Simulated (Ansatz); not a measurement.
Geometry relaxation, with input and output: Ga3H2N3 (part 2 of 3)

Ga3H2N3 (slab, 32 atoms in the cell); DFT PBE+D3(BJ), scalar-relativistic, plane waves, PAW, no spin polarisation (Ansatz 0.2.0); cutoff 420 eV, 3×3×1 k-mesh, Gaussian smearing of 0.05 eV. The structure derives from an entry of the Crystallography Open Database. The input holds or restrains some coordinates. Forces given for the steps count only the free coordinates. It belongs to a series of runs on one base structure; here: clean slab, lower planes held.

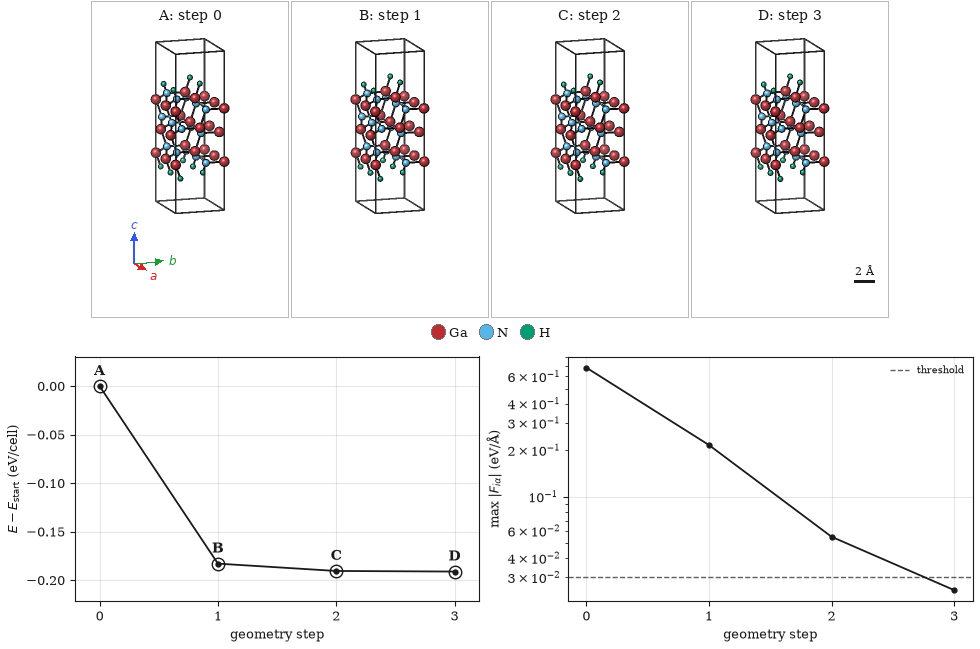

Frames of the restrained relaxation (ball-and-stick view of the cell of the calculation, with the vacuum cut short, seen slightly off an axis) above the curves, on which the letters mark them (the first geometry is step 0 here and step 1 in the log).

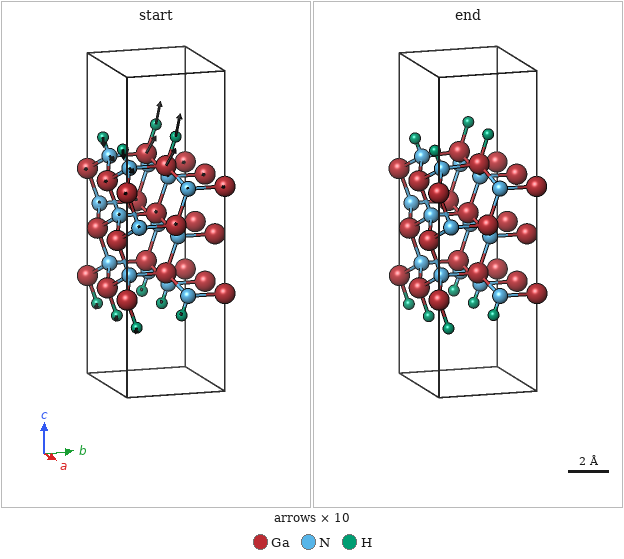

Before (left) and after (right) the restrained relaxation, at one scale (ball-and-stick view of the cell of the calculation, with the vacuum cut short, seen slightly off an axis). The black arrows give the displacements, magnified 10 times. The energy falls by 0.191 eV per cell of the calculation in 3 geometry steps. The largest force component goes from 0.68 to 0.025 eV/Å. The largest moves, 0.12 Å, are those of H29 and H30. Largest moves by element: H 0.12 Å, Ga 0.10 Å, N 0.04 Å. The lattice vectors keep their values. Among the contacts that change: Ga1–H25 1.550 → 1.580 Å, Ga21–N23 1.962 → 1.990 Å, N19–Ga21 1.954 → 1.974 Å, Ga21–H29 1.550 → 1.570 Å. Among the angles that change: N19–Ga21–N23 109.2° → 105.3°, N19–Ga21–H29 109.7° → 113.1°, Ga17–N23–Ga21 109.2° → 112.4°. (Atoms are counted from 1 in the order of the input.)

```
WARN: The output density's exchange-correlation potential varies sharply where the density is thin. Do not read a vacuum level from v_tot or v_xc, or from such a field of the output density. On a cell that repeats whose density bears no net charge and no dipole along the vacuum's axis use v_es (v_loc + v_h of the components); under efield.dipole_correction with no amplitude use v_es + v_field, which holds any external_charges[].barrier, or the levels of the report's work_function block, which leave it out; under a non-zero efield.amplitude the vacuum is tilted and has no level; on a cell that repeats and bears such a dipole with no correction it is tilted too, and efield.dipole_correction with no amplitude gives each side of its ramp a level where efield: is served; in a cell that repeats whose density bears a net charge (total_charge, or a fill off its count) it is curved and has none; of a slab under crystal.periodic whose density bears no net charge use v_es, which has a level on each side, short of where the two are joined; of another it falls or rises all the way out and has none; of a slab beside external_charges read slab_vacuum_level instead, which it has where they leave it neutral. The grid or the basis barely resolves most such structure, and the values can differ between equally converged runs; as a rule a tighter scf.convergence.dr2_threshold does not remove it. Where the density itself ripples (under the LDA too) a higher basis.ecutwfc lessens it. The files hold the spikes' plane waves up to the density's cutoff. Files: v_tot_of_output_density and the like, and their columns of v_z.tsv (output.write_potential); v_xc_of_output_density and the like, and their columns of v_comp_z.tsv (output.write_potential_components). Measured: with its Gaussian average of σ = 0.25 Å subtracted twice, the exchange-correlation potential is over 0.1 eV at 5 of the grid points where the equally averaged density (valence and model cores) is under 1e-3 e/Å³, and 0.120 eV at the most among them, at an averaged density of 9.5e-4 e/Å³. The input density's (outcome.potential() and, of a run that writes arrays, v_tot and v_xc) is over 0.1 eV, so measured, at 4 points of its own thin density, 0.120 eV at the most. See output.write_potential in the manual, Limitations
SCF converged after 6 iterations
Free energy (F): -50147.006104 eV
Harris-Foulkes:  -50147.006104 eV  (|F-HF|=4.98e-9)
Internal energy: -50147.006104 eV  (E = F + TS)
E sigma→0 (E₀):  -50147.006104 eV
Fermi energy:    0.794585 eV
Dipole field:    D = 0.011110 V/Å  (p = 0.051902 e·Å, saw-weighted, corrected)
Work function:   Φ+ = 4.2998 eV   Φ− = 4.5819 eV
Levels:          The Fermi level and band energies are counted from a zero that moves with the ramp; work functions are not
--- Per-component energies (eV) ---
  E_band       = -2311.201357
  E_kinetic    = 3072.400200
  E_local      = -279330.557273  (includes V_loc(G=0)·N_el)
  E_nonlocal   = 5699.212566
  E_hartree    = 137595.506047
  E_xc         = -1614.444759
  E_vxc        = -1697.730103  (∫ρ·V_xc dr)
  E_paw        = -25443.811472  (= ΣΔE_a)
  E_vpaw       = -5245.501221  (= ΣTr[D̂ρ^β])
  E_aug_tail   = -0.009259  (compensation charges beyond the density's cutoff)
  E_efield     = 0.000288  (sawtooth field / dipole correction)
  E_vefield    = -0.029374  (∫n·V_field dr)
  E_ewald      = 109879.730962
  E_disp       = -5.033405  (pairwise vdW)
  E_smearing   = -0.000000  (= −TS)
  E_closure    = 0.000000  (closes the sum)
  Σ components = -50147.006104   (vs F -50147.006104, Δ=0.00e0)
--- Forces (eV/Å), atoms counted from 1 ---
  atom   1  Ga    -0.00000000     0.58716967    -0.95529468
  atom   2  Ga    -0.00000000     0.58716967    -0.95529468
  atom   3  N      0.00000000    -0.04280034     0.54330918
  atom   4  N      0.00000000    -0.04280034     0.54330918
  atom   5  Ga    -0.00000000    -0.51251321     0.00952931
  atom   6  Ga    -0.00000000    -0.51251321     0.00952931
  atom   7  N      0.00000000    -0.13946925     0.65381130
  atom   8  N      0.00000000    -0.13946925     0.65381130
  atom   9  Ga     0.00000000     0.15586857    -0.07838381
  atom  10  Ga     0.00000000     0.15586857    -0.07838381
  atom  11  N     -0.00000000    -0.04281733    -0.16495103
  atom  12  N     -0.00000000    -0.04281733    -0.16495103
  atom  13  Ga     0.00000000     0.00629010    -0.00339357
  atom  14  Ga     0.00000000     0.00629010    -0.00339357
  atom  15  N      0.00000000     0.00127474    -0.00896851
  atom  16  N      0.00000000     0.00127474    -0.00896851
  atom  17  Ga     0.00000000     0.00688729     0.02479874
  atom  18  Ga     0.00000000     0.00688729     0.02479874
  atom  19  N      0.00000000    -0.00527871     0.00412297
  atom  20  N      0.00000000    -0.00527871     0.00412297
  atom  21  Ga    -0.00000000    -0.00988957    -0.01115526
  atom  22  Ga    -0.00000000    -0.00988957    -0.01115526
  atom  23  N     -0.00000000     0.00858332    -0.02372401
  atom  24  N     -0.00000000     0.00858332    -0.02372401
  atom  25  H      0.00000000    -0.00499307     0.00837825
  atom  26  H      0.00000000    -0.00499307     0.00837825
  atom  27  H     -0.00000000    -0.00440592    -0.01204831
  atom  28  H     -0.00000000    -0.00440592    -0.01204831
  atom  29  H      0.00000000     0.00295044     0.00669796
  atom  30  H      0.00000000     0.00295044     0.00669796
  atom  31  H      0.00000000    -0.00684718     0.00723342
  atom  32  H      0.00000000    -0.00684718     0.00723342
  max |Σ_I F_I| component: 7.61e-5 eV/Å
--- Band table (eV) ---
  k-point 0: bands = ["-16.5483", "-16.4435", "-16.0998", "-16.0717", "-15.9399", "-15.5341", "-15.5145", "-15.5032", "-15.4665", "-15.4230", "-15.3459", "-15.2893", "-14.0210", "-13.9940", "-13.9859", "-13.9832", "-13.9826", "-13.9655", "-13.9511", "-13.9482", "-13.9439", "-13.9411", "-13.9302", "-13.9161", "-13.9036", "-13.8965", "-13.8827", "-13.8766", "-13.8397", "-13.8318", "-13.8197", "-13.8195", "-13.7942", "-13.7805", "-13.7758", "-13.7673", "-13.7551", "-13.7551", "-13.7519", "-13.7342", "-13.7284", "-13.7137", "-13.7008", "-13.6848", "-13.6728", "-13.6703", "-13.6551", "-13.6434", "-13.6245", "-13.6195", "-13.6165", "-13.5841", "-13.5818", "-13.5307", "-13.5205", "-13.4948", "-13.4740", "-13.4438", "-13.4145", "-13.3935", "-13.3420", "-13.3326", "-13.2534", "-13.0654", "-12.9648", "-12.5515", "-12.5264", "-12.5130", "-12.1932", "-12.1638", "-11.7763", "-11.7222", "-7.2604", "-7.0169", "-6.9899", "-6.9556", "-6.8868", "-6.6172", "-6.3736", "-6.3500", "-6.2352", "-5.7302", "-5.6875", "-5.2951", "-5.0890", "-5.0838", "-4.7225", "-4.6088", "-4.5973", "-4.2180", "-4.1953", "-3.6826", "-3.6753", "-3.6740", "-3.1225", "-3.0197", "-2.5294", "-2.4908", "-2.4876", "-2.3453", "-2.2587", "-2.1546", "-1.9039", "-1.8642", "-1.7882", "-1.5238", "-1.5185", "-1.3395", "-1.0059", "-0.8242", "-0.7974", "-0.7100", "2.2991", "3.6922", "3.7942", "4.1698", "4.4867", "4.6609", "4.7745", "4.7943", "5.0111", "5.2588", "5.2677", "5.2838", "5.4006", "5.4084", "5.4853", "5.8010", "5.8430", "5.9114", "5.9347", "6.5995", "6.6870", "6.7788", "6.9619", "7.0594", "7.1720", "7.3576", "7.4990", "7.5198", "7.7453", "7.8022", "7.9520", "7.9724"]
  k-point 1: bands = ["-16.3977", "-16.3456", "-16.0701", "-16.0381", "-15.8066", "-15.5708", "-15.4709", "-15.4596", "-15.4526", "-15.4076", "-15.3287", "-15.2619", "-14.0196", "-13.9935", "-13.9825", "-13.9776", "-13.9704", "-13.9617", "-13.9587", "-13.9443", "-13.9432", "-13.9310", "-13.9216", "-13.9189", "-13.9092", "-13.8863", "-13.8800", "-13.8709", "-13.8600", "-13.8546", "-13.8168", "-13.8114", "-13.7990", "-13.7945", "-13.7869", "-13.7730", "-13.7539", "-13.7511", "-13.7249", "-13.7219", "-13.7204", "-13.7119", "-13.7055", "-13.6863", "-13.6859", "-13.6611", "-13.6341", "-13.6330", "-13.6264", "-13.6262", "-13.6211", "-13.5902", "-13.5728", "-13.5291", "-13.5231", "-13.4797", "-13.4739", "-13.4566", "-13.4191", "-13.3875", "-13.3401", "-13.3349", "-13.2652", "-13.0884", "-13.0325", "-12.9993", "-12.6074", "-12.5588", "-12.4195", "-12.3966", "-12.0145", "-11.9388", "-7.4418", "-7.2828", "-7.1144", "-7.0989", "-6.7209", "-6.6927", "-6.4514", "-6.4233", "-6.2710", "-6.1218", "-5.6478", "-5.6082", "-5.5291", "-4.8618", "-3.8744", "-3.7297", "-3.7162", "-3.4615", "-3.3046", "-3.1865", "-3.1709", "-2.9356", "-2.8898", "-2.6690", "-2.5319", "-2.5254", "-2.4908", "-2.2731", "-2.0299", "-1.9601", "-1.9496", "-1.8767", "-1.8478", "-1.7470", "-1.7191", "-1.5637", "-1.4372", "-1.2957", "-1.0710", "-0.9955", "3.2028", "3.4450", "3.5967", "3.9926", "4.0625", "4.0989", "4.4307", "4.6106", "4.7418", "4.7972", "5.0273", "5.1030", "5.4226", "5.5915", "6.0116", "6.2301", "6.3306", "6.4762", "6.4896", "6.7036", "6.7206", "6.9542", "6.9879", "7.1940", "7.2700", "7.2948", "7.3653", "7.5387", "7.5395", "7.5870", "7.6768", "7.7672"]
  k-point 2: bands = ["-16.4139", "-16.3448", "-16.1847", "-16.1576", "-15.8597", "-15.6763", "-15.4663", "-15.4648", "-15.4531", "-15.3885", "-15.3780", "-15.3214", "-14.0100", "-13.9972", "-13.9905", "-13.9744", "-13.9710", "-13.9483", "-13.9419", "-13.9390", "-13.9142", "-13.9104", "-13.9047", "-13.9019", "-13.8874", "-13.8763", "-13.8709", "-13.8661", "-13.8596", "-13.8478", "-13.8441", "-13.8067", "-13.7993", "-13.7973", "-13.7898", "-13.7827", "-13.7816", "-13.7594", "-13.7482", "-13.7407", "-13.7329", "-13.7187", "-13.7040", "-13.6898", "-13.6782", "-13.6718", "-13.6585", "-13.6537", "-13.6416", "-13.6342", "-13.6163", "-13.5764", "-13.5718", "-13.5497", "-13.5326", "-13.4895", "-13.4642", "-13.4291", "-13.4231", "-13.3889", "-13.3829", "-13.3475", "-13.3440", "-13.2055", "-13.1521", "-12.8626", "-12.4071", "-12.2431", "-12.0769", "-12.0525", "-11.8730", "-11.8353", "-6.9896", "-6.8152", "-6.7933", "-6.7386", "-6.4878", "-6.4100", "-6.3494", "-6.3285", "-6.2071", "-5.9662", "-5.5884", "-5.1965", "-5.0669", "-4.8100", "-4.6412", "-4.5614", "-4.5191", "-4.1216", "-4.0287", "-4.0148", "-3.8327", "-3.7462", "-3.1728", "-3.0957", "-3.0743", "-2.9255", "-2.7925", "-2.5281", "-2.3082", "-2.2182", "-2.1723", "-2.0111", "-1.7983", "-1.7626", "-1.5994", "-1.4610", "-1.3650", "-1.2421", "-0.9781", "-0.8377", "3.1844", "4.3547", "4.3742", "4.4851", "4.6351", "4.7628", "5.0150", "5.1692", "5.3681", "5.4681", "5.4798", "5.5646", "5.7644", "5.7729", "5.8688", "6.0051", "6.0491", "6.2294", "6.5381", "6.5760", "6.6808", "6.7592", "6.9314", "6.9705", "7.0886", "7.1777", "7.3518", "7.3974", "7.4080", "7.4350", "7.5679", "7.6542"]
  k-point 3: bands = ["-16.3004", "-16.2618", "-16.1368", "-16.1059", "-15.7272", "-15.5669", "-15.5169", "-15.4533", "-15.4236", "-15.3684", "-15.3602", "-15.2956", "-14.0087", "-13.9874", "-13.9625", "-13.9586", "-13.9529", "-13.9491", "-13.9457", "-13.9408", "-13.9372", "-13.9210", "-13.9203", "-13.9088", "-13.9058", "-13.8875", "-13.8847", "-13.8646", "-13.8532", "-13.8397", "-13.8301", "-13.8218", "-13.8055", "-13.8019", "-13.7842", "-13.7807", "-13.7742", "-13.7483", "-13.7448", "-13.7316", "-13.7290", "-13.7104", "-13.7058", "-13.6933", "-13.6851", "-13.6713", "-13.6598", "-13.6517", "-13.6464", "-13.6155", "-13.6001", "-13.5860", "-13.5627", "-13.5475", "-13.5211", "-13.4949", "-13.4732", "-13.4233", "-13.4151", "-13.3788", "-13.3606", "-13.3351", "-13.3093", "-13.1804", "-13.1464", "-12.8625", "-12.8295", "-12.4507", "-12.4155", "-12.4012", "-12.2201", "-12.0600", "-7.2609", "-7.1485", "-6.9791", "-6.9020", "-6.5695", "-6.3996", "-6.2679", "-6.0783", "-5.9789", "-5.9294", "-5.5906", "-5.2605", "-5.0172", "-4.7134", "-4.2152", "-4.1413", "-3.7601", "-3.5738", "-3.5281", "-3.5181", "-3.2965", "-3.2184", "-3.0708", "-2.8803", "-2.7905", "-2.7060", "-2.6802", "-2.4912", "-2.4096", "-2.2151", "-2.1116", "-1.9159", "-1.8960", "-1.8845", "-1.7221", "-1.6929", "-1.5874", "-1.4435", "-1.3871", "-1.1169", "3.7795", "4.0221", "4.1140", "4.2793", "4.3199", "4.7834", "4.8011", "4.9956", "5.1532", "5.3997", "5.4065", "5.5386", "5.7971", "5.9326", "5.9697", "6.1892", "6.3755", "6.3907", "6.6078", "6.6338", "6.7103", "6.7486", "6.8777", "7.0701", "7.1141", "7.3107", "7.3797", "7.3853", "7.5147", "7.5151", "7.6294", "7.6521"]
```
